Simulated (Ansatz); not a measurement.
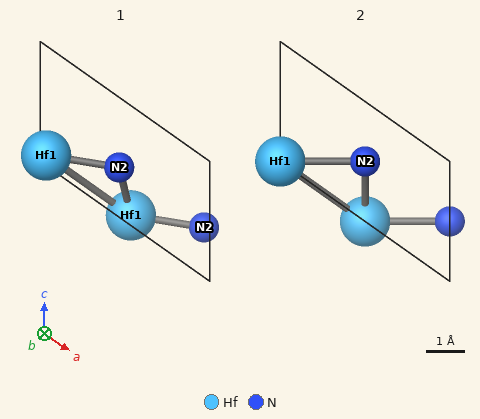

Two geometries of a crystal of HfN (set up in P1), drawn at one scale. One is the start of a relaxation, the other its converged end. A ball-and-stick model of the larger cell on standard axes (2 times the calculation's cell), seen along the b axis.

Theory: DFT PBE, scalar-relativistic, plane waves, PAW (Ansatz 0.2.0). Set-up: plane-wave cutoff 420 eV; k-point mesh 12 × 12 × 12; occupations gaussian; smearing width 0.15 eV; no spin polarisation; cell and atoms relaxed; force threshold 0.01 eV/Å; at most 80 steps.

### Which one is relaxed?

Structure 2 is the relaxed one. After 4 accepted moves (5 points after the start) the energy has fallen by 528 meV per atom. The largest force component goes from 3.3 to 0.00053 eV/Å. The pressure goes from 23.06 to 0.01 GPa. The SCF was repeated once at an unchanged geometry on a basis and grid sized afresh for the cell, which shifted the energy by less than 0.05 meV per atom at most. The largest moves relative to the cell, 0.22 Å, are those of Hf1 and N2. N2 goes roughly along [1 0 3]. By element the largest moves are N 0.22 Å, Hf 0.22 Å. The drawn cell changes at constant volume: a 5.570 → 5.569 Å (0.0 %), b = c unchanged at 3.216 Å. Among the contacts that change: Hf1–N2 2.607 → 2.273 Å, Hf1–N2 (another image) 1.987 → 2.273 Å, Hf1–N2 (another image) 2.542 → 2.274 Å, Hf1–N2 (another image) 2.521 → 2.274 Å. Among the angles between lasting bonds that change: Hf1–N2–Hf1 160.1° → 180.0°, Hf1–N2–Hf1 160.8° → 180.0°, Hf1–N2–Hf1 163.5° → 180.0°. Within 0.06 Å the space group is Cm at the start and Fm-3m at the end; at a tighter tolerance small leftover displacements or strains of the cell lower it.
